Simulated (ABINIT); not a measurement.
## Run report: ZnO, dielectric calculation (part 2 of 3)

Continued. System: ZnO (P6₃mc, 4 atoms in the cell). Method: Kohn-Sham DFT of a periodic cell, LDA, PseudoDojo NC SR LDA v0.4.1 standard, no spin polarisation (ABINIT 10.8.3); cutoff 979.61 eV, 8×8×4 k-mesh, fixed occupations. The structure derives from an entry of the Crystallography Open Database.

Geometry of the input (Å; fractional positions):
```
3.2493  0.0000  0.0000
-1.6247  2.8140  0.0000
0.0000  0.0000  5.2057
Zn 0.6667  0.3333  0.0000
Zn 0.3333  0.6667  0.5000
O  0.3333  0.6667  0.8790
O  0.6667  0.3333  0.3790
```

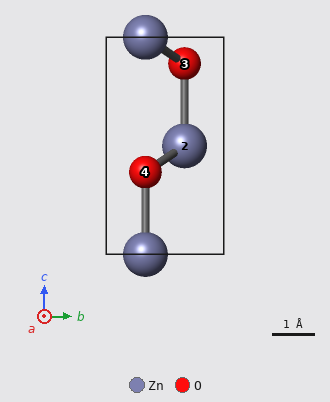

*The structure (ball-and-stick view of the cell of the calculation, along the a axis; atoms are numbered from 1 in the order of the input).*

## Log, continued
```
 ----iterations are completed or convergence reached----

 Mean square residual over all n,k,spin=   11.302E-17; max=  37.448E-15
 reduced coordinates (array xred) for    4 atoms
       0.666666666667      0.333333333333      0.000000000000
       0.333333333333      0.666666666667      0.500000000000
       0.333333333333      0.666666666667      0.879010000000
       0.666666666667      0.333333333333      0.379010000000
 rms dE/dt=  5.6550E-03; max dE/dt=  9.7914E-03; dE/dt below (all hartree)
    1      -0.000000000000      0.000000000000      0.009791409735
    2       0.000000000000      0.000000000000      0.009791409735
    3       0.000000000000      0.000000000000     -0.009798075572
    4      -0.000000000000      0.000000000000     -0.009798075572

 cartesian coordinates (angstrom) at end:
    1      1.62465400000000     0.93799442423333     0.00000000000000
    2     -0.00000000000000     1.87598884846667     2.60285450000000
    3     -0.00000000000000     1.87598884846667     4.57587026809000
    4      1.62465400000000     0.93799442423333     1.97301576809000

 cartesian forces (hartree/bohr) at end:
    1      0.00000000000000     0.00000000000000    -0.00099566737125
    2     -0.00000000000000    -0.00000000000000    -0.00099566737125
    3     -0.00000000000000    -0.00000000000000     0.00099566737125
    4      0.00000000000000     0.00000000000000     0.00099566737125
 frms,max,avg= 5.7484882E-04 9.9566737E-04   0.000E+00  0.000E+00  3.388E-07 h/b

 cartesian forces (eV/Angstrom) at end:
    1      0.00000000000000     0.00000000000000    -0.05119927478289
    2     -0.00000000000000    -0.00000000000000    -0.05119927478289
    3     -0.00000000000000    -0.00000000000000     0.05119927478289
    4      0.00000000000000     0.00000000000000     0.05119927478289
 frms,max,avg= 2.9559915E-02 5.1199275E-02   0.000E+00  0.000E+00  1.742E-05 e/A
 length scales=  1.889726125908  1.889726125908  1.889726125908 bohr
              =  1.000000000000  1.000000000000  1.000000000000 angstroms
 Fermi (or HOMO) energy (hartree) =   0.13330   Average Vxc (hartree)=  -0.43486
 Eigenvalues (hartree) for nkpt=  20  k points:
 kpt#   1, nband= 26, wtk=  0.00781, kpt=  0.0000  0.0000  0.1250 (reduced coord)
  -4.37313   -4.37312   -2.70594   -2.70582   -2.70580   -2.70580   -2.70578   -2.70578
  -0.51592   -0.48950   -0.07743   -0.07743   -0.07724   -0.07612   -0.07086   -0.07086
  -0.03541   -0.03541   -0.02808   -0.02808   -0.01017    0.10571    0.10571    0.11818
   0.13330    0.13330
 prteigrs : prtvol=0 or 1, do not print more k-points.

--- !EnergyTerms
iteration_state     : {dtset: 1, }
comment             : Components of total free energy in Hartree
kinetic             :  2.06982581137512E+02
hartree             :  1.62617830979309E+02
xc                  : -5.25866560850546E+01
Ewald energy        : -2.53713067185144E+02
psp_core            :  1.06865146306649E+01
local_psp           : -4.23120421264844E+02
non_local_psp       : -1.01781776877695E+02
total_energy        : -4.50914994665252E+02
total_energy_eV     : -1.22700220839406E+04
band_energy         : -5.22817760516661E+01
...

 Cartesian components of stress tensor (hartree/bohr^3)
  sigma(1 1)=  4.00185439E-04  sigma(3 2)=  0.00000000E+00
  sigma(2 2)=  4.00185440E-04  sigma(3 1)=  0.00000000E+00
  sigma(3 3)=  3.42795295E-04  sigma(2 1)=  0.00000000E+00

-Cartesian components of stress tensor (GPa)         [Pressure= -1.1211E+01 GPa]
- sigma(1 1)=  1.17738621E+01  sigma(3 2)=  0.00000000E+00
- sigma(2 2)=  1.17738621E+01  sigma(3 1)=  0.00000000E+00
- sigma(3 3)=  1.00853858E+01  sigma(2 1)=  0.00000000E+00

================================================================================
== DATASET  2 ==================================================================

--- !DatasetInfo
iteration_state: {dtset: 2, }
dimensions: {natom: 4, nkpt: 128, mband: 26, nsppol: 1, nspinor: 1, nspden: 1, mpw: 3333, }
cutoff_energies: {ecut:  36.0, pawecutdg:  -1.0, }
electrons: {nelect:   5.20000000E+01, charge:   0.00000000E+00, occopt:   1.00000000E+00, tsmear:   1.00000000E-02, }
meta: {optdriver: 1, rfelfd: 2, }
...

 mkfilename : getwfk/=0, take file _WFK from output of DATASET   1.

 Exchange-correlation functional for the present dataset will be:
  LDA: Perdew-Wang 92 LSD fit to Ceperley-Alder data - ixc=7
  J.P.Perdew and Y.Wang, PRB 45, 13244 (1992)

 Real(R)+Recip(G) space primitive vectors, cartesian coordinates (Bohr,Bohr^-1):
 R(1)=  6.1403022  0.0000000  0.0000000  G(1)=  0.1628584  0.0940264  0.0000000
 R(2)= -3.0701511  5.3176577  0.0000000  G(2)=  0.0000000  0.1880527  0.0000000
 R(3)=  0.0000000  0.0000000  9.8373643  G(3)=  0.0000000  0.0000000  0.1016532
 Unit cell volume ucvol=  3.2120987E+02 bohr^3
 Angles (23,13,12)=  9.00000000E+01  9.00000000E+01  1.20000000E+02 degrees
 setup1 : take into account q-point for computing boxcut.

 getcut: wavevector=  0.0000  0.0000  0.0000  ngfft=  36  36  54
         ecut(hartree)=     36.000   => boxcut(ratio)=   2.03235
--------------------------------------------------------------------------------

 ==>  initialize data related to q vector <==

 The list of irreducible perturbations for this q vector is:
    1)    idir= 1    ipert=   5
    2)    idir= 2    ipert=   5
    3)    idir= 3    ipert=   5

================================================================================

--------------------------------------------------------------------------------
 Perturbation wavevector (in red.coord.)   0.000000  0.000000  0.000000
 Perturbation : derivative vs k along direction   1
 The set of symmetries contains only one element for this perturbation.
 symkpt : not enough symmetry to change the number of k points.

--------------------------------------------------------------------------------

--------------------------------------------------------------------------------

 Initialisation of the first-order wave-functions :
  ireadwf=   0

--- !BeginCycle
iteration_state: {dtset: 2, }
solver: {iscf: -3, nstep: 80, nline: 4, wfoptalg: 0, }
tolerances: {tolwfr: 1.00E-18, }
...

     iter   2DEtotal(Ha)        deltaE(Ha) residm    vres2
-ETOT  1  -86.711183827431     -8.671E+01 2.654E-01 0.000E+00
 ETOT  2  -87.332979123985     -6.218E-01 3.525E-01 0.000E+00
 ETOT  3  -87.371851146892     -3.887E-02 4.554E-02 0.000E+00
 ETOT  4  -87.378366330866     -6.515E-03 5.424E-02 0.000E+00
 ETOT  5  -87.380081356339     -1.715E-03 6.016E-03 0.000E+00
 ETOT  6  -87.380621337959     -5.400E-04 7.702E-03 0.000E+00
 ETOT  7  -87.380808285122     -1.869E-04 8.779E-04 0.000E+00
 ETOT  8  -87.380875857535     -6.757E-05 1.118E-03 0.000E+00
 ETOT  9  -87.380900962567     -2.511E-05 1.304E-04 0.000E+00
 ETOT 10  -87.380910418147     -9.456E-06 1.644E-04 0.000E+00
 ETOT 11  -87.380914015809     -3.598E-06 1.948E-05 0.000E+00
 ETOT 12  -87.380915391307     -1.375E-06 2.437E-05 0.000E+00
 ETOT 13  -87.380915919743     -5.284E-07 2.921E-06 0.000E+00
 ETOT 14  -87.380916123103     -2.034E-07 3.639E-06 0.000E+00
 ETOT 15  -87.380916201606     -7.850E-08 4.397E-07 0.000E+00
 ETOT 16  -87.380916231923     -3.032E-08 5.466E-07 0.000E+00
 ETOT 17  -87.380916243663     -1.174E-08 6.641E-08 0.000E+00
 ETOT 18  -87.380916248209     -4.546E-09 8.254E-08 0.000E+00
 ETOT 19  -87.380916249974     -1.765E-09 1.007E-08 0.000E+00
 ETOT 20  -87.380916250659     -6.849E-10 1.253E-08 0.000E+00
 ETOT 21  -87.380916250925     -2.666E-10 1.530E-09 0.000E+00
 ETOT 22  -87.380916251029     -1.037E-10 1.909E-09 0.000E+00
 ETOT 23  -87.380916251070     -4.049E-11 2.334E-10 0.000E+00
 ETOT 24  -87.380916251085     -1.575E-11 2.922E-10 0.000E+00
 ETOT 25  -87.380916251092     -6.253E-12 3.570E-11 0.000E+00
 ETOT 26  -87.380916251094     -2.430E-12 4.489E-11 0.000E+00
 ETOT 27  -87.380916251095     -9.379E-13 5.478E-12 0.000E+00
 ETOT 28  -87.380916251095     -3.411E-13 6.919E-12 0.000E+00
 ETOT 29  -87.380916251095     -1.705E-13 8.436E-13 0.000E+00
 ETOT 30  -87.380916251095     -5.684E-14 1.070E-12 0.000E+00
 ETOT 31  -87.380916251095      0.000E+00 1.304E-13 0.000E+00
 ETOT 32  -87.380916251095     -2.842E-14 1.660E-13 0.000E+00
 ETOT 33  -87.380916251095     -2.842E-14 2.023E-14 0.000E+00
 ETOT 34  -87.380916251095      4.263E-14 2.583E-14 0.000E+00
 ETOT 35  -87.380916251095     -1.421E-14 3.149E-15 0.000E+00
 ETOT 36  -87.380916251095      1.421E-14 4.029E-15 0.000E+00
 ETOT 37  -87.380916251095      0.000E+00 4.916E-16 0.000E+00
 ETOT 38  -87.380916251095      0.000E+00 6.297E-16 0.000E+00
 ETOT 39  -87.380916251095     -1.421E-14 7.694E-17 0.000E+00
 ETOT 40  -87.380916251095      1.421E-14 9.856E-17 0.000E+00
 ETOT 41  -87.380916251095      1.421E-14 1.206E-17 0.000E+00
 ETOT 42  -87.380916251095     -2.842E-14 1.545E-17 0.000E+00
 ETOT 43  -87.380916251095      0.000E+00 1.894E-18 0.000E+00
 ETOT 44  -87.380916251095      7.105E-14 2.423E-18 0.000E+00
 ETOT 45  -87.380916251095     -7.105E-14 9.999E-19 0.000E+00

 At SCF step   45   max residual=  1.00E-18 < tolwfr=  1.00E-18 =>converged.
================================================================================

 ----iterations are completed or convergence reached----

 Mean square residual over all n,k,spin=   52.174E-20; max=  99.988E-20
 dfpt_looppert : ek2=    1.4519521974E+02
          f-sum rule ratio=    1.0000880133E+00
 Expectation of eigenvalue derivatives (hartree) for nkpt= 128  k points:
  (in case of degenerate eigenvalues, averaged derivative)
 kpt#   1, nband= 26, wtk=  0.00781, kpt=  0.0000  0.0000  0.1250 (reduced coord)
   0.00000   -0.00000   -0.00000    0.00000    0.00000    0.00000   -0.00000   -0.00000
  -0.00000   -0.00000    0.00000    0.00000   -0.00000   -0.00000   -0.00000   -0.00000
  -0.00000   -0.00000    0.00000    0.00000    0.00000    0.00000    0.00000    0.00000
  -0.00000   -0.00000
 prteigrs : prtvol=0 or 1, do not print more k-points.

 2DEtotal=   -0.8738091625E+02 Ha. Also 2DEtotal=   -0.237775586264E+04 eV
    (  non-var. 2DEtotal :   -8.7380916247E+01 Ha)

--------------------------------------------------------------------------------
 Perturbation wavevector (in red.coord.)   0.000000  0.000000  0.000000
 Perturbation : derivative vs k along direction   2
 The set of symmetries contains only one element for this perturbation.
 symkpt : not enough symmetry to change the number of k points.

--------------------------------------------------------------------------------

--------------------------------------------------------------------------------

 Initialisation of the first-order wave-functions :
  ireadwf=   0

--- !BeginCycle
iteration_state: {dtset: 2, }
solver: {iscf: -3, nstep: 80, nline: 4, wfoptalg: 0, }
tolerances: {tolwfr: 1.00E-18, }
...

     iter   2DEtotal(Ha)        deltaE(Ha) residm    vres2
-ETOT  1  -86.714870654179     -8.671E+01 3.317E-01 0.000E+00
 ETOT  2  -87.330786823967     -6.159E-01 4.234E-01 0.000E+00
 ETOT  3  -87.370195549330     -3.941E-02 6.564E-02 0.000E+00
 ETOT  4  -87.377474730808     -7.279E-03 7.394E-02 0.000E+00
 ETOT  5  -87.379644120501     -2.169E-03 1.010E-02 0.000E+00
 ETOT  6  -87.380417249347     -7.731E-04 1.195E-02 0.000E+00
 ETOT  7  -87.380715554017     -2.983E-04 1.686E-03 0.000E+00
 ETOT  8  -87.380834480285     -1.189E-04 1.979E-03 0.000E+00
 ETOT  9  -87.380882730987     -4.825E-05 2.866E-04 0.000E+00
 ETOT 10  -87.380902459964     -1.973E-05 3.325E-04 0.000E+00
 ETOT 11  -87.380910567490     -8.108E-06 4.895E-05 0.000E+00
 ETOT 12  -87.380913906223     -3.339E-06 5.633E-05 0.000E+00
 ETOT 13  -87.380915283734     -1.378E-06 8.382E-06 0.000E+00
 ETOT 14  -87.380915852399     -5.687E-07 9.593E-06 0.000E+00
 ETOT 15  -87.380916087394     -2.350E-07 1.439E-06 0.000E+00
 ETOT 16  -87.380916184515     -9.712E-08 1.640E-06 0.000E+00
 ETOT 17  -87.380916224686     -4.017E-08 2.475E-07 0.000E+00
 ETOT 18  -87.380916241300     -1.661E-08 2.813E-07 0.000E+00
 ETOT 19  -87.380916248177     -6.877E-09 4.266E-08 0.000E+00
 ETOT 20  -87.380916251024     -2.846E-09 4.836E-08 0.000E+00
 ETOT 21  -87.380916252203     -1.179E-09 7.365E-09 0.000E+00
 ETOT 22  -87.380916252691     -4.883E-10 8.335E-09 0.000E+00
 ETOT 23  -87.380916252893     -2.024E-10 1.274E-09 0.000E+00
 ETOT 24  -87.380916252977     -8.394E-11 1.440E-09 0.000E+00
 ETOT 25  -87.380916253012     -3.479E-11 2.205E-10 0.000E+00
 ETOT 26  -87.380916253026     -1.445E-11 2.492E-10 0.000E+00
 ETOT 27  -87.380916253032     -5.969E-12 3.824E-11 0.000E+00
 ETOT 28  -87.380916253035     -2.473E-12 4.321E-11 0.000E+00
 ETOT 29  -87.380916253036     -1.094E-12 6.640E-12 0.000E+00
 ETOT 30  -87.380916253036     -3.837E-13 7.506E-12 0.000E+00
 ETOT 31  -87.380916253037     -1.990E-13 1.154E-12 0.000E+00
 ETOT 32  -87.380916253037     -7.105E-14 1.306E-12 0.000E+00
 ETOT 33  -87.380916253037     -2.842E-14 2.009E-13 0.000E+00
 ETOT 34  -87.380916253037      0.000E+00 2.276E-13 0.000E+00
 ETOT 35  -87.380916253037     -4.263E-14 3.501E-14 0.000E+00
 ETOT 36  -87.380916253037      7.105E-14 3.973E-14 0.000E+00
 ETOT 37  -87.380916253037     -7.105E-14 6.109E-15 0.000E+00
 ETOT 38  -87.380916253037      0.000E+00 6.945E-15 0.000E+00
 ETOT 39  -87.380916253037      4.263E-14 1.067E-15 0.000E+00
 ETOT 40  -87.380916253037      0.000E+00 1.216E-15 0.000E+00
 ETOT 41  -87.380916253037     -2.842E-14 1.868E-16 0.000E+00
 ETOT 42  -87.380916253037     -1.421E-14 2.131E-16 0.000E+00
 ETOT 43  -87.380916253037      1.421E-14 3.273E-17 0.000E+00
 ETOT 44  -87.380916253037      2.842E-14 3.741E-17 0.000E+00
 ETOT 45  -87.380916253037     -4.263E-14 5.743E-18 0.000E+00
 ETOT 46  -87.380916253037      4.263E-14 6.574E-18 0.000E+00
 ETOT 47  -87.380916253037     -4.263E-14 1.009E-18 0.000E+00
 ETOT 48  -87.380916253037      4.263E-14 9.999E-19 0.000E+00

 At SCF step   48   max residual=  1.00E-18 < tolwfr=  1.00E-18 =>converged.
================================================================================

 ----iterations are completed or convergence reached----

 Mean square residual over all n,k,spin=   52.130E-20; max=  99.988E-20
 dfpt_looppert : ek2=    1.4519521974E+02
          f-sum rule ratio=    1.0000880133E+00
 Expectation of eigenvalue derivatives (hartree) for nkpt= 128  k points:
  (in case of degenerate eigenvalues, averaged derivative)
 kpt#   1, nband= 26, wtk=  0.00781, kpt=  0.0000  0.0000  0.1250 (reduced coord)
   0.00000    0.00000   -0.00000   -0.00000    0.00000    0.00000   -0.00000   -0.00000
  -0.00000   -0.00000   -0.00000   -0.00000    0.00000    0.00000    0.00000    0.00000
  -0.00000   -0.00000    0.00000    0.00000    0.00000   -0.00000   -0.00000    0.00000
  -0.00000   -0.00000
 prteigrs : prtvol=0 or 1, do not print more k-points.

 2DEtotal=   -0.8738091625E+02 Ha. Also 2DEtotal=   -0.237775586269E+04 eV
    (  non-var. 2DEtotal :   -8.7380916249E+01 Ha)
```
